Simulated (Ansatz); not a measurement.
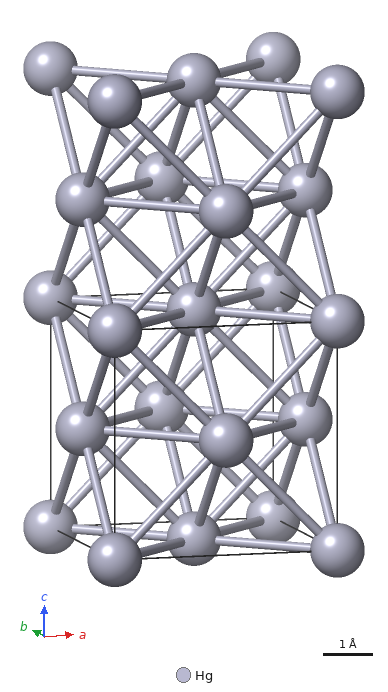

This is a symmetric starting cell of Hg. Style: ball-and-stick. Shown: the conventional cell (4 times the calculation's cell), repeated 1 × 1 × 2 with one cell outlined, slightly off an axis. Lengths and directions refer to the drawn axes.

Method: DFT PBEsol, scalar-relativistic, plane waves, PAW (Ansatz). Set-up: plane-wave cutoff 420 eV; k-point mesh 12 × 12 × 12; occupations gaussian; smearing width 0.05 eV; no spin polarisation.

The variant: All lengths are scaled by −2.5 % (volume −7.3 %), the atoms keeping their fractional coordinates. No relaxation follows. The starting cell wasn't computed here and needn't be at equilibrium, so pressure and forces aren't due to the change alone.

Question: What is the effect?

Answer: The pressure is −2.1 GPa (not all of it need come from the change, since the unchanged cell can be under pressure at this level too). All forces vanish by symmetry. Near-neighbour distances before and after: Hg–Hg 3.383 → 3.299 Å. The space group stays Fm-3m (No. 225).

The changed structure in the same view:

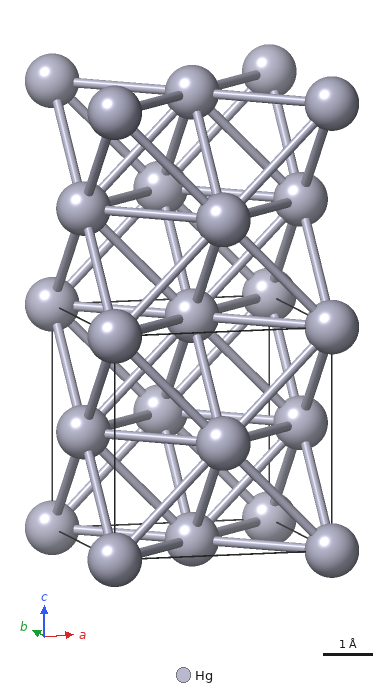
